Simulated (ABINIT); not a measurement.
**CuO: single-point calculation**

CuO (4 atoms in the cell), computed with Kohn-Sham DFT of a periodic cell, PBEsol, PseudoDojo NC SR PBEsol v0.4.1 standard, no spin polarisation (ABINIT 10.8.3).

The structure derives from a Materials Project entry.

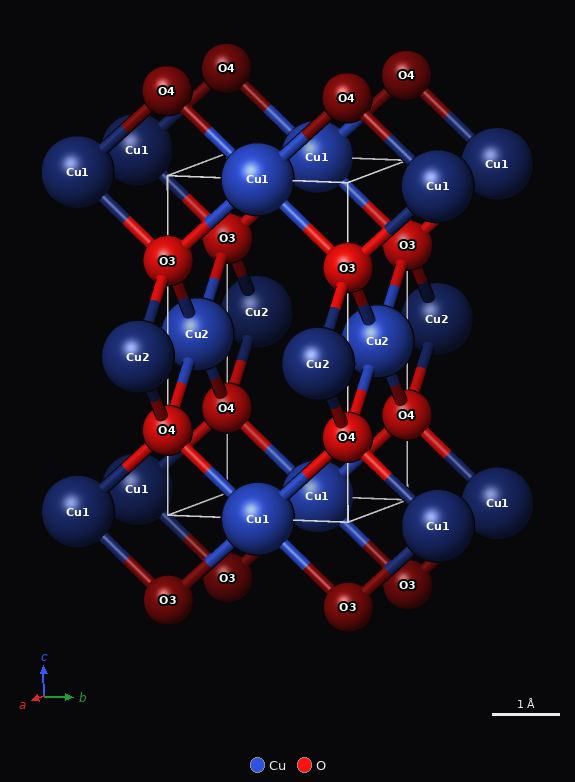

Fig. 1: The structure as given in the input (ball-and-stick view of the cell of the calculation, seen slightly off an axis; neighbours outside the cell are drawn fainter; atoms are numbered from 1 in the order of the input). An atom can appear more than once, as a periodic image. Near neighbours in the periodic cell (some may lie outside the picture): Cu has 4 O at 1.94 Å; O has 4 Cu at 1.94 Å.

**Input**
```
# Pseudopotentials
pp_dirpath "./"
pseudos "Cu.upf, O.upf"

# Structure
acell 5.4414681974 5.4415506244 9.7819735697
rprim
     1.0000000000     0.0000000000     0.0000000000
     0.0135690756     0.9999079359     0.0000000000
     0.0033798383     0.0033314483     0.9999887390
ntypat 2
znucl 29 8
natom 4
typat 1 1 2 2
xred
     0.0000000000     0.5000000000     0.0000000000
     0.5000000000     0.0000000000     0.5000000000
     0.9984239700     0.0016717800     0.7498871000
     0.0015760300     0.9983282200     0.2501129000
chkprim 0
chksymtnons 0
tolsym 1.0e-6

# Plane-wave basis
ecut 42.0

# k points
kptopt 1
ngkpt 7 7 4
nshiftk 1
shiftk 0.0 0.0 0.0

# Exchange and correlation
ixc -116133

# Bands and occupations
nband 30
occopt 3
tsmear 0.05 eV

# SCF cycle
nstep 100
tolvrs 1.0e-10

# Output
iomode 3
prtwf 0
prtden 0
prteig 0
prtebands 0
```

Machine: 4 threads of Arm Neoverse N1, 24 GiB of memory available, shared host.

Run as:
```bash
mpirun --bind-to none -np 4 abinit run.abi > log 2>&1
```

**Output**
```
.Version 10.8.3 of ABINIT
 Symmetries : space group P-1 (#  2); Bravais aP (primitive triclinic)
================================================================================
 Values of the parameters that define the memory need of the present run
     intxc =       0    ionmov =       0      iscf =       7    lmnmax =       6
     lnmax =       6     mgfft =      60  mpssoang =       3    mqgrid =    3001
     natom =       4  nloc_mem =       1    nspden =       1   nspinor =       1
    nsppol =       1      nsym =       2    n1xccc =    2501    ntypat =       2
    occopt =       3   xclevel =       2
       mpw =        3788          nfft =       61440          nkpt =          99
================================================================================
================================================================================

--------------------------------------------------------------------------------
------------- Echo of variables that govern the present computation ------------
--------------------------------------------------------------------------------
 -outvars: echo values of preprocessed input variables --------
            acell      5.4414681974E+00  5.4415506244E+00  9.7819735697E+00 Bohr
              amu      6.35460000E+01  1.59994000E+01
          chkprim           0
      chksymtnons           0
             ecut      4.20000000E+01 Hartree
                       outvar_i_n : Printing only first  50 k-points.
              ixc     -116133
                       outvar_i_n : Printing only first  50 k-points.
         kptrlatt        7    0    0      0    7    0      0    0    4
          kptrlen      3.80902774E+01
            natom           4
            nband          30
            ngfft          32      32      60
             nkpt          99
            nstep         100
             nsym           2
           ntypat           2
                       prtocc : prtvol=0, do not print more k-points.
           occopt           3
           prtden           0
        prtebands           0
           prteig           0
            prtwf           0
            rprim      1.0000000000E+00  0.0000000000E+00  0.0000000000E+00
                       1.3569075600E-02  9.9990793590E-01  0.0000000000E+00
                       3.3798383000E-03  3.3314483000E-03  9.9998873900E-01
          spgroup           2
           tolsym      1.00000000E-06
           tolvrs      1.00000000E-10
           tsmear      1.83746611E-03 Hartree
            typat      1  1  2  2
                       outvars : Printing only first  50 k-points.
           xangst      1.9536379053E-02  1.4396397389E+00  0.0000000000E+00
                       1.4484981742E+00  8.6224503045E-03  2.5881695979E+00
                       2.8881476678E+00  1.7745250353E-02  3.8816699882E+00
                       4.7921438801E-02  2.8787791280E+00  1.2946692076E+00
            xcart      3.6918405902E-02  2.7205248265E+00  0.0000000000E+00
                       2.7372648432E+00  1.6294069610E-02  4.8909317074E+00
                       5.4578081032E+00  3.3533663202E-02  7.3352931888E+00
                       9.0558394894E-02  5.4401041290E+00  2.4465702261E+00
             xred      6.3718239256E-19  5.0000000000E-01  0.0000000000E+00
                       5.0000000000E-01  3.9940343391E-19  5.0000000000E-01
                       9.9842397000E-01  1.6717800000E-03  7.4988710000E-01
                       1.5760300000E-03  9.9832822000E-01  2.5011290000E-01
            znucl       29.00000    8.00000

================================================================================

 chkinp: Checking input parameters for consistency.

================================================================================
== DATASET  1 ==================================================================

--- !DatasetInfo
iteration_state: {dtset: 1, }
dimensions: {natom: 4, nkpt: 99, mband: 30, nsppol: 1, nspinor: 1, nspden: 1, mpw: 3788, }
cutoff_energies: {ecut:  42.0, pawecutdg:  -1.0, }
electrons: {nelect:   5.00000000E+01, charge:   0.00000000E+00, occopt:   3.00000000E+00, tsmear:   1.83746611E-03, }
meta: {optdriver: 0, ionmov: 0, optcell: 0, iscf: 7, paral_kgb: 0, }
...

 Real(R)+Recip(G) space primitive vectors, cartesian coordinates (Bohr,Bohr^-1):
 R(1)=  5.4414682  0.0000000  0.0000000  G(1)=  0.1837739 -0.0024939 -0.0006128
 R(2)=  0.0738368  5.4410497  0.0000000  G(2)=  0.0000000  0.1837881 -0.0006123
 R(3)=  0.0330615  0.0325881  9.7818634  G(3)=  0.0000000  0.0000000  0.1022300
 Unit cell volume ucvol=  2.8961455E+02 bohr^3
 Angles (23,13,12)=  8.98065116E+01  8.98063492E+01  8.92225254E+01 degrees

 getcut: wavevector=  0.0000  0.0000  0.0000  ngfft=  32  32  60
         ecut(hartree)=     42.000   => boxcut(ratio)=   2.01595

--- Pseudopotential description ------------------------------------------------
- pspini: atom type   1  psp file is ./Cu.upf
12 -116133 2 -1 1492                          pspcod,pspxc,lmax,lloc,mmax
     nproj     2     2     2

- pspini: atom type   2  psp file is ./O.upf
12 -116133 2 -1 936                           pspcod,pspxc,lmax,lloc,mmax
     nproj     2     2     1

   2.78639942E+03                                ecore*ucvol(ha*bohr**3)
--------------------------------------------------------------------------------

================================================================================

--- !BeginCycle
iteration_state: {dtset: 1, }
solver: {iscf: 7, nstep: 100, nline: 4, wfoptalg: 0, }
tolerances: {tolvrs: 1.00E-10, }
...

     iter   Etot(hartree)      deltaE(h)  residm     vres2
 ETOT  1  -408.48343461632    -4.085E+02 3.800E-01 6.171E+03
 ETOT  2  -406.39803067549     2.085E+00 1.359E-01 1.875E+04
 ETOT  3  -411.39189526082    -4.994E+00 5.160E-01 1.313E+03
 ETOT  4  -411.63671487270    -2.448E-01 1.104E-01 5.584E+02
 ETOT  5  -411.74396131396    -1.072E-01 1.034E-02 2.720E+02
 ETOT  6  -411.77942411332    -3.546E-02 6.846E-03 1.026E+02
 ETOT  7  -411.81025723175    -3.083E-02 6.138E-03 1.437E+01
 ETOT  8  -411.81198891190    -1.732E-03 4.976E-03 1.484E+00
 ETOT  9  -411.81237134366    -3.824E-04 1.613E-03 1.999E-01
 ETOT 10  -411.81240244941    -3.111E-05 7.143E-04 5.610E-03
 ETOT 11  -411.81240340251    -9.531E-07 7.130E-04 4.721E-06
 ETOT 12  -411.81240340368    -1.172E-09 4.784E-04 4.697E-06
 ETOT 13  -411.81240340436    -6.768E-10 4.210E-04 1.226E-08
 ETOT 14  -411.81240340435     2.160E-12 2.550E-04 7.264E-09
 ETOT 15  -411.81240340435    -1.137E-13 2.190E-04 2.310E-10
 ETOT 16  -411.81240340436    -2.956E-12 1.101E-04 4.041E-12

 At SCF step   16       vres2   =  4.04E-12 < tolvrs=  1.00E-10 =>converged.

 Cartesian components of stress tensor (hartree/bohr^3)
  sigma(1 1)=  6.91771747E-05  sigma(3 2)=  3.37076905E-07
  sigma(2 2)=  7.03783944E-05  sigma(3 1)=  7.50361893E-07
  sigma(3 3)=  2.03399941E-04  sigma(2 1)=  3.33931200E-06

--- !ResultsGS
iteration_state: {dtset: 1, }
comment   : Summary of ground state results
lattice_vectors:
- [  5.4414682,   0.0000000,   0.0000000, ]
- [  0.0738368,   5.4410497,   0.0000000, ]
- [  0.0330615,   0.0325881,   9.7818634, ]
lattice_lengths: [   5.44147,    5.44155,    9.78197, ]
lattice_angles: [ 89.807,  89.806,  89.223, ] # degrees, (23, 13, 12)
lattice_volume:   2.8961455E+02
convergence: {deltae: -2.956E-12, res2:  4.041E-12, residm:  1.101E-04, diffor: null, }
etotal    :  -4.11812403E+02
entropy   :   0.00000000E+00
fermie    :   2.34763825E-01
cartesian_stress_tensor: # hartree/bohr^3
- [  6.91771747E-05,   3.33931200E-06,   7.50361893E-07, ]
- [  3.33931200E-06,   7.03783944E-05,   3.37076905E-07, ]
- [  7.50361893E-07,   3.37076905E-07,   2.03399941E-04, ]
pressure_GPa:  -3.3634E+00
xred      :
- [  6.3718E-19,   5.0000E-01,   0.0000E+00, Cu]
- [  5.0000E-01,   3.9940E-19,   5.0000E-01, Cu]
- [  9.9842E-01,   1.6718E-03,   7.4989E-01,  O]
- [  1.5760E-03,   9.9833E-01,   2.5011E-01,  O]
cartesian_forces: # hartree/bohr
- [ -0.00000000E+00,  -0.00000000E+00,  -0.00000000E+00, ]
- [ -0.00000000E+00,  -0.00000000E+00,  -0.00000000E+00, ]
- [  1.32388736E-04,  -1.63407840E-04,   1.74001621E-04, ]
- [ -1.32388736E-04,   1.63407840E-04,  -1.74001621E-04, ]
force_length_stats: {min:   0.00000000E+00, max:   2.72956889E-04, mean:   1.36478445E-04, }
...

 Integrated electronic density in atomic spheres:
 ------------------------------------------------
 Atom  Sphere_radius  Integrated_density
    1        2.00000         17.30550034
    2        2.00000         17.30607670
    3        2.00000          6.20007950
    4        2.00000          6.20007950
================================================================================

 ----iterations are completed or convergence reached----

 Mean square residual over all n,k,spin=   19.013E-08; max=  11.012E-05
 reduced coordinates (array xred) for    4 atoms
       0.000000000000      0.500000000000      0.000000000000
       0.500000000000      0.000000000000      0.500000000000
       0.998423970000      0.001671780000      0.749887100000
       0.001576030000      0.998328220000      0.250112900000
 rms dE/dt=  8.3526E-04; max dE/dt=  1.7011E-03; dE/dt below (all hartree)
    1       0.000000000000      0.000000000000      0.000000000000
    2       0.000000000000      0.000000000000      0.000000000000
    3      -0.000720389096      0.000879335007     -0.001701111899
    4       0.000720389096     -0.000879335007      0.001701111899

 cartesian coordinates (angstrom) at end:
    1      0.01953637905287     1.43963973888687     0.00000000000000
    2      1.44849817422369     0.00862245030448     2.58816959790844
    3      2.88814766775187     0.01774525035279     3.88166998816745
    4      0.04792143880126     2.87877912802991     1.29466920764943

 cartesian forces (hartree/bohr) at end:
    1     -0.00000000000000    -0.00000000000000    -0.00000000000000
    2     -0.00000000000000    -0.00000000000000    -0.00000000000000
    3      0.00013238873596    -0.00016340783958     0.00017400162073
    4     -0.00013238873596     0.00016340783958    -0.00017400162073
 frms,max,avg= 1.1143418E-04 1.7400162E-04   0.000E+00  0.000E+00  0.000E+00 h/b

 cartesian forces (eV/Angstrom) at end:
    1     -0.00000000000000    -0.00000000000000    -0.00000000000000
    2     -0.00000000000000    -0.00000000000000    -0.00000000000000
    3      0.00680770251832    -0.00840276895858     0.00894752308838
    4     -0.00680770251832     0.00840276895858    -0.00894752308838
 frms,max,avg= 5.7301761E-03 8.9475231E-03   0.000E+00  0.000E+00  0.000E+00 e/A
 length scales=  5.441468197400  5.441550624400  9.781973569700 bohr
              =  2.879500961964  2.879544580454  5.176397487229 angstroms
 Fermi (or HOMO) energy (hartree) =   0.23476   Average Vxc (hartree)=  -0.44762
 Eigenvalues (hartree) for nkpt=  99  k points:
 kpt#   1, nband= 30, wtk=  0.00510, kpt=  0.0000  0.0000  0.0000 (reduced coord)
  -3.89831   -3.89816   -2.34341   -2.34324   -2.34203   -2.34175   -2.33043   -2.33033
  -0.50021   -0.45074   -0.07889    0.02753    0.02859    0.09289    0.10438    0.10452
   0.10995    0.12080    0.12973    0.14660    0.14697    0.14888    0.15206    0.16141
   0.25873    0.25993    0.28644    0.45558    0.50054    0.72921
      occupation numbers for kpt#   1
   2.00000    2.00000    2.00000    2.00000    2.00000    2.00000    2.00000    2.00000
   2.00000    2.00000    2.00000    2.00000    2.00000    2.00000    2.00000    2.00000
   2.00000    2.00000    2.00000    2.00000    2.00000    2.00000    2.00000    2.00000
   0.00000    0.00000    0.00000    0.00000    0.00000    0.00000
 prteigrs : prtvol=0 or 1, do not print more k-points.

--- !EnergyTerms
iteration_state     : {dtset: 1, }
comment             : Components of total free energy in Hartree
kinetic             :  1.95884930186806E+02
hartree             :  1.40912720734895E+02
xc                  : -5.43384304598373E+01
Ewald energy        : -2.40917465089573E+02
psp_core            :  9.62106152557053E+00
local_psp           : -3.90940140062389E+02
non_local_psp       : -7.20345873977558E+01
internal            : -4.11811910562284E+02
'-kT*entropy'       : -4.92842074292242E-04
total_energy        : -4.11812403404358E+02
total_energy_eV     : -1.12059863699217E+04
band_energy         : -4.23670126654632E+01
...

 Cartesian components of stress tensor (hartree/bohr^3)
  sigma(1 1)=  6.91771747E-05  sigma(3 2)=  3.37076905E-07
  sigma(2 2)=  7.03783944E-05  sigma(3 1)=  7.50361893E-07
  sigma(3 3)=  2.03399941E-04  sigma(2 1)=  3.33931200E-06

-Cartesian components of stress tensor (GPa)         [Pressure= -3.3634E+00 GPa]
- sigma(1 1)=  2.03526275E+00  sigma(3 2)=  9.91714493E-03
- sigma(2 2)=  2.07060385E+00  sigma(3 1)=  2.20764091E-02
- sigma(3 3)=  5.98423288E+00  sigma(2 1)=  9.82459509E-02

== END DATASET(S) ==============================================================
================================================================================

 -outvars: echo values of variables after computation  --------
            acell      5.4414681974E+00  5.4415506244E+00  9.7819735697E+00 Bohr
           etotal     -4.1181240340E+02
            fcart     -0.0000000000E+00 -0.0000000000E+00 -0.0000000000E+00
                      -0.0000000000E+00 -0.0000000000E+00 -0.0000000000E+00
                       1.3238873596E-04 -1.6340783958E-04  1.7400162073E-04
                      -1.3238873596E-04  1.6340783958E-04 -1.7400162073E-04
            rprim      1.0000000000E+00  0.0000000000E+00  0.0000000000E+00
                       1.3569075600E-02  9.9990793590E-01  0.0000000000E+00
                       3.3798383000E-03  3.3314483000E-03  9.9998873900E-01
           strten      6.9177174680E-05  7.0378394412E-05  2.0339994140E-04
                       3.3707690498E-07  7.5036189256E-07  3.3393119972E-06
           xangst      1.9536379053E-02  1.4396397389E+00  0.0000000000E+00
                       1.4484981742E+00  8.6224503045E-03  2.5881695979E+00
                       2.8881476678E+00  1.7745250353E-02  3.8816699882E+00
                       4.7921438801E-02  2.8787791280E+00  1.2946692076E+00
             xred      6.3718239256E-19  5.0000000000E-01  0.0000000000E+00
                       5.0000000000E-01  3.9940343391E-19  5.0000000000E-01
                       9.9842397000E-01  1.6717800000E-03  7.4988710000E-01
                       1.5760300000E-03  9.9832822000E-01  2.5011290000E-01
 Calculation completed.
```

**Key numbers**

```json
{"quantity": "outcome", "value": "converged"}
{"quantity": "space group (tolerance 0.01 Å)", "value": "C2/c (15)"}
{"quantity": "electrons treated", "value": "50"}
{"quantity": "free energy", "value": "−11205.9864 eV"}
{"quantity": "Fermi energy", "value": "6.388 eV"}
{"quantity": "gap on the k-point mesh", "value": "none (metallic)"}
{"quantity": "pressure", "value": "−3.36 GPa"}
{"quantity": "largest force (length of the vector)", "value": "0.014 eV/Å"}
{"quantity": "wall time", "value": "3.4 min (CPU time 13 min)"}
{"quantity": "peak memory", "value": "0.44 GiB"}
```

**Remarks**

The run has no spin polarisation, so a magnetic state may lie lower.
